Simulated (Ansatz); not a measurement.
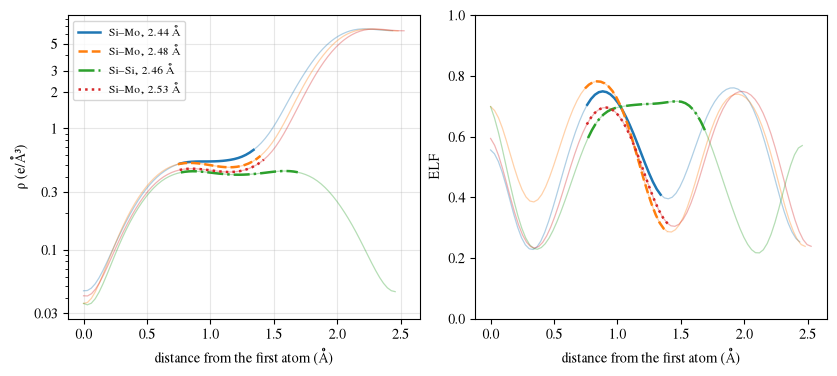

Si₂Mo (slab). Valence charge density (pseudo) and ELF along straight lines between neighbouring atoms. Thin, pale parts lie inside the atomic spheres.

Computed without spin polarisation.

Level of theory: DFT PBEsol, scalar-relativistic, plane waves, PAW (Ansatz).

In a PAW calculation such maps are meaningful between the atoms, not at the nuclei.

What can be read from the curves?

Answer. Si–Mo (2.44 Å): ρ at the midpoint is about 0.57 e/Å³; the ELF peaks at about 0.75 in the valence shell of Si, 0.9 Å from its nucleus, and is about 0.50 at the midpoint.
Si–Mo (2.48 Å): ρ is about 0.49 e/Å³ halfway; the ELF peaks at about 0.80 in the valence shell of Si, 0.8 Å from its nucleus, and is about 0.40 at the midpoint.
Si–Si (2.46 Å): ρ is about 0.42 e/Å³ halfway; the ELF peaks at about 0.70 between the atoms.
Si–Mo (2.53 Å): ρ at the midpoint is about 0.45 e/Å³; the ELF peaks at about 0.70 in the valence shell of Si, 0.9 Å from its nucleus, and is about 0.40 at the midpoint.
